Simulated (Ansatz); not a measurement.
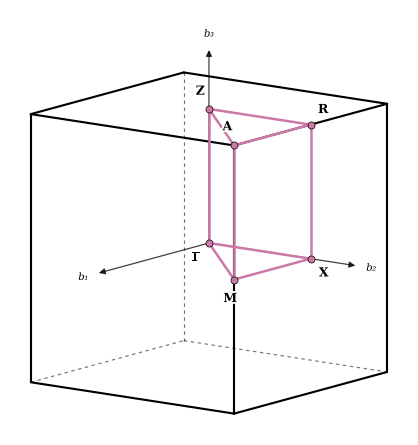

For SiO2, the end point of a relaxation with Ansatz 0.2.0, DFT, r2SCAN, plane waves, PAW: the first Brillouin zone and its special points. All values are computed from the atomic coordinates in the standard setting (tolerance 0.002 Å).

Space group P-4m2, No. 115; a = 6.911 Å, b = 6.911 Å, c = 6.420 Å, α = 90.00°, β = 90.00°, γ = 90.00°.

Labels and path follow the convention of Hinuma et al. (2017), as computed by seekpath; the arrows show the directions of the reciprocal primitive vectors b₁, b₂, b₃, in which coordinates are given; lengths include the factor 2π.

**List the special points with their coordinates and distances from Γ.**

```
point   k₁   k₂   k₃  length of k (1/Å)
    Γ    0    0    0              0.000
    Z    0    0  1/2              0.489
    M  1/2  1/2    0              0.643
    A  1/2  1/2  1/2              0.808
    R    0  1/2  1/2              0.668
    X    0  1/2    0              0.455
```

**What is the zone's volume?**

(2π)³ over the primitive cell's volume of 306.62 Å³: 0.809 Å⁻³.
